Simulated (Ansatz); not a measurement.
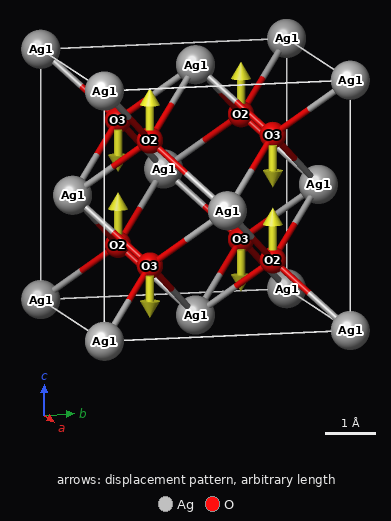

One vibrational mode of crystalline AgO2 (a generated structure) at the zone centre. The yellow arrows give the relative displacements of the atoms. A ball-and-stick model of the conventional cell (4 times the calculation's cell), seen slightly off an axis. Lengths and directions refer to the drawn axes.

Level of theory: DFT PBEsol, scalar-relativistic, plane waves, PAW in Ansatz. (plane-wave cutoff 420 eV; k-point mesh 14 × 14 × 14; occupations fermi dirac; smearing width 0.15 eV; no spin polarisation)

The frequencies depend somewhat on the k-mesh and the smearing.

> What mode is this, and where does it lie in the spectrum?

This is the T₂g mode (triply degenerate; one member of the set is drawn) at 170 cm⁻¹, the lowest optical level, Raman-active by symmetry. The Ag atoms stay at rest; all motion is along c; atoms of one kind move against one another, with no net shift of their sublattice.

Limits of the set-up: an odd number of electrons was run without spin polarisation, which fails if the electron would localise.
